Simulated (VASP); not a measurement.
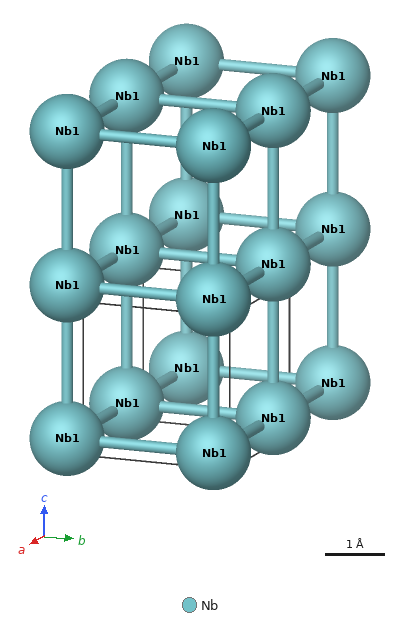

The structure of run 1 (ball-and-stick view of the cell of the calculation, repeated 3 × 2 × 3, seen slightly off an axis; atoms are numbered from 1 in the order of the input). Near neighbours in the crystal (not all of them lie inside the picture): Nb has 6 Nb at 2.72 Å.

**What a change does: geometry relaxation on Nb**

System: Nb (1 atom in the cell).
Method of run 1: Kohn-Sham DFT of a periodic cell, LDA, spin-orbit coupling, VASP PAW LDA potentials, recommended, no spin polarisation (VASP 6.6.1).

The structure was built on a prototype by a generator; it need not be a known phase. 

INCAR, run 1:
```
PREC = Accurate
ENCUT = 600
EDIFF = 1E-6
ISMEAR = -1
SIGMA = 0.05
LREAL = F
LASPH = T
NELM = 80
ALGO = Fast
ISIF = 3
LWAVE = F
LCHARG = F
MAGMOM = 0 0 0
LORBIT = 11
LSORBIT = T
GGA_COMPAT = F
LMAXMIX = 4
GGA = CA
IBRION = 2
NSW = 60
EDIFFG = -0.01
```

KPOINTS, run 1:
```
Automatic mesh
0
Gamma
  7 7 7
```

POSCAR, run 1:
```
Nb
1.0
    2.7196400000      0.0000000000      0.0000000000
    0.0000000000      2.7196400000      0.0000000000
    0.0000000000      0.0000000000      2.7196400000
Nb
1
Direct
    0.5000000000      0.5000000000      0.5000000000
```

Launched with:
```bash
cat potpaw_LDA.64/Nb_sv/POTCAR > POTCAR
mpirun -np 1 vasp_ncl > vasp.out
```

Hardware: 1 thread of Intel Xeon (Granite Rapids), 64 GiB of memory available, shared host.

OSZICAR and lines of OUTCAR (run 1):
```
N       E                     dE             d eps       ncg     rms          rms(c)
DAV:   1     0.178514122486E+03    0.17851E+03   -0.79175E+03   800   0.151E+03
DAV:   2     0.427012992098E+01   -0.17424E+03   -0.16879E+03   888   0.624E+02
DAV:   3    -0.981953610383E+01   -0.14090E+02   -0.13084E+02  1536   0.135E+02
DAV:   4    -0.106710587866E+02   -0.85152E+00   -0.83767E+00  1196   0.267E+01
DAV:   5    -0.107106739282E+02   -0.39615E-01   -0.39394E-01  1444   0.563E+00    0.655E+00
RMM:   6    -0.104036359201E+02    0.30704E+00   -0.48024E-01   901   0.981E+00    0.247E+00
RMM:   7    -0.103846361398E+02    0.19000E-01   -0.54704E-01   967   0.688E+00    0.975E-01
[...]
RMM:   2    -0.104250124445E+02    0.10066E-02   -0.23890E-03   865   0.896E-01    0.909E-02
RMM:   3    -0.104249057194E+02    0.10673E-03   -0.24716E-03   948   0.643E-01    0.688E-02
RMM:   4    -0.104249165360E+02   -0.10817E-04   -0.21557E-04   929   0.269E-01    0.201E-02
RMM:   5    -0.104249307709E+02   -0.14235E-04   -0.10997E-04  1101   0.910E-02    0.107E-02
RMM:   6    -0.104249367244E+02   -0.59536E-05   -0.38558E-05  1146   0.549E-02    0.821E-03
RMM:   7    -0.104249423434E+02   -0.56189E-05   -0.32805E-05   942   0.368E-02    0.736E-03
RMM:   8    -0.104249450945E+02   -0.27511E-05   -0.21346E-05   991   0.408E-02    0.705E-03
RMM:   9    -0.104249466035E+02   -0.15090E-05   -0.16907E-05   811   0.283E-02    0.134E-03
RMM:  10    -0.104249474254E+02   -0.82195E-06   -0.93377E-06   684   0.212E-02
   6 F= -.10424947E+02 E0= -.10420102E+02  d E =-.271823E-04  mag=     0.0000     0.0000     0.0000
[... from OUTCAR:]
  free energy    TOTEN  =       -10.42494743 eV
  energy without entropy =      -10.41525727  energy(sigma->0) =      -10.42010235
 E-fermi :  10.2042     XC(G=0): -12.3370     alpha+bet :-18.1943
  free  energy   TOTEN  =       -10.4249474254 eV
  energy  without entropy=      -10.4152572717  energy(sigma->0) =      -10.42010235
```

For run 2 the input was changed thus:
```diff
-MAGMOM = 0 0 0
-LORBIT = 11
-LSORBIT = T
-GGA_COMPAT = F
-LMAXMIX = 4
-GGA = CA
```

What does this change do to the results?

Spin–orbit coupling is switched off. The total energies belong to different methods, so their difference says nothing on which is more stable or more accurate. The volume per atom goes from 18.93 to 18.91 Å³. The SCF takes 145 iterations over all geometry steps against 129. On the same kind of shared host run 2 took about 0.23 times as long.

OSZICAR and lines of OUTCAR (run 2):
```
N       E                     dE             d eps       ncg     rms          rms(c)
DAV:   1     0.133406724962E+03    0.13341E+03   -0.81959E+03   400   0.142E+03
DAV:   2    -0.147189023824E+01   -0.13488E+03   -0.13165E+03   448   0.495E+02
DAV:   3    -0.962708303394E+01   -0.81552E+01   -0.73861E+01   596   0.103E+02
DAV:   4    -0.105796586272E+02   -0.95258E+00   -0.94683E+00   638   0.247E+01
DAV:   5    -0.106181366902E+02   -0.38478E-01   -0.38451E-01   576   0.458E+00    0.649E+00
RMM:   6    -0.103089775570E+02    0.30916E+00   -0.49149E-01   449   0.989E+00    0.243E+00
RMM:   7    -0.102921045514E+02    0.16873E-01   -0.55619E-01   486   0.692E+00    0.900E-01
[...]
       N       E                     dE             d eps       ncg     rms          rms(c)
DAV:   1    -0.103330673565E+02   -0.25711E-03   -0.77092E-03   488   0.157E+00    0.131E-01
RMM:   2    -0.103328129109E+02    0.25445E-03   -0.45860E-04   422   0.380E-01    0.445E-02
RMM:   3    -0.103327925668E+02    0.20344E-04   -0.58640E-04   496   0.271E-01    0.295E-02
RMM:   4    -0.103328005825E+02   -0.80157E-05   -0.86716E-05   500   0.116E-01    0.744E-03
RMM:   5    -0.103328062993E+02   -0.57168E-05   -0.43258E-05   507   0.539E-02    0.802E-03
RMM:   6    -0.103328117355E+02   -0.54362E-05   -0.16580E-05   433   0.470E-02    0.158E-02
RMM:   7    -0.103328121789E+02   -0.44339E-06   -0.19833E-05   341   0.340E-02    0.299E-03
RMM:   8    -0.103328128942E+02   -0.71526E-06   -0.88167E-06   303   0.250E-02
  12 F= -.10332813E+02 E0= -.10328052E+02  d E =-.347844E-04
[... from OUTCAR:]
  free energy    TOTEN  =       -10.33281289 eV
  energy without entropy =      -10.32329082  energy(sigma->0) =      -10.32805186
 E-fermi :  10.2254     XC(G=0): -12.3448     alpha+bet :-18.2218
  free  energy   TOTEN  =       -10.3328128942 eV
  energy  without entropy=      -10.3232908174  energy(sigma->0) =      -10.32805186
```

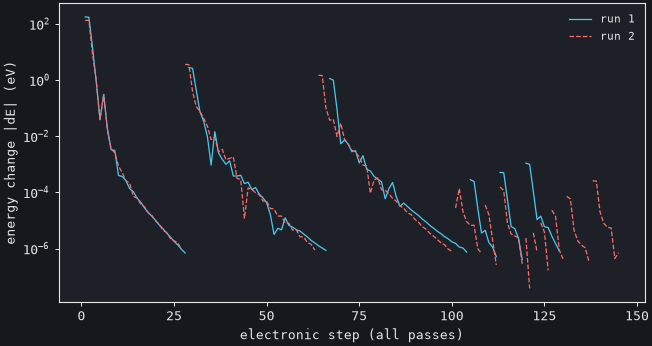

Convergence of the two runs: energy change |dE| against the electronic step. A break in a curve parts two SCF passes. Run 1 takes 129 steps in all, and run 2 takes 145.

The two runs side by side:

| quantity | run 1 | run 2 |
| --- | --- | --- |
| outcome | converged | converged |
| free energy per atom (eV) | −10.4249 | −10.3328 |
| energy per atom, smearing taken to zero (eV) | −10.4201 | −10.3281 |
| gap on the mesh (eV) | 0.00 | 0.00 |
| pressure (GPa) | −0.07 | 0.00 |
| volume per atom (Å³) | 18.93 | 18.91 |
| largest force (eV/Å) | 0.000 | 0.000 |
| SCF iterations | 129 | 145 |
| irreducible k-points | 20 | 20 |
| net moment of the cell (μB) | 0.00 | – |

For both runs: The volume changed by more than 5 % on the plane waves of the start, so the result carries a basis error; a second relaxation from the end is advised.
